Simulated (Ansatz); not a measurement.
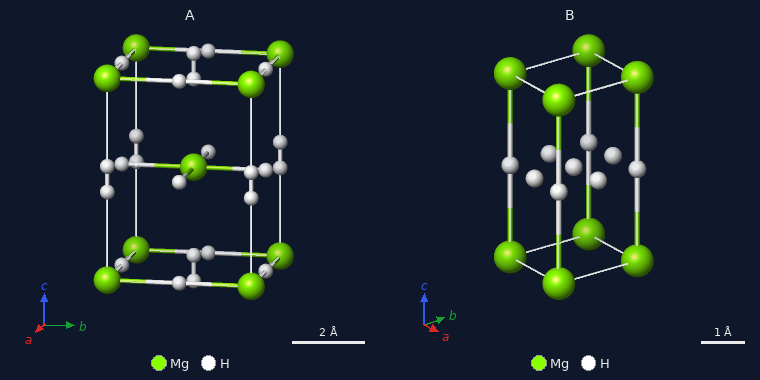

Two structures of MgH4, each relaxed to rest (conventional cells in solid outline, small ones repeated, not to one scale). Method: DFT PBE, scalar-relativistic, plane waves, PAW in Ansatz 0.2.0, without spin polarisation.

> What are A and B?

A: 10 atoms a cell on a body-centred tetragonal lattice, I4/mmm. B: 5 atoms a cell on a primitive hexagonal lattice, P6/mmm.

> A or B: which is lower in energy?

A is lower, by 462 meV/atom at this level of theory (energies at zero smearing). Volumes: A 9.9, B 6.9 Å³/atom.

One or both may be structure types tried for this composition rather than known phases.
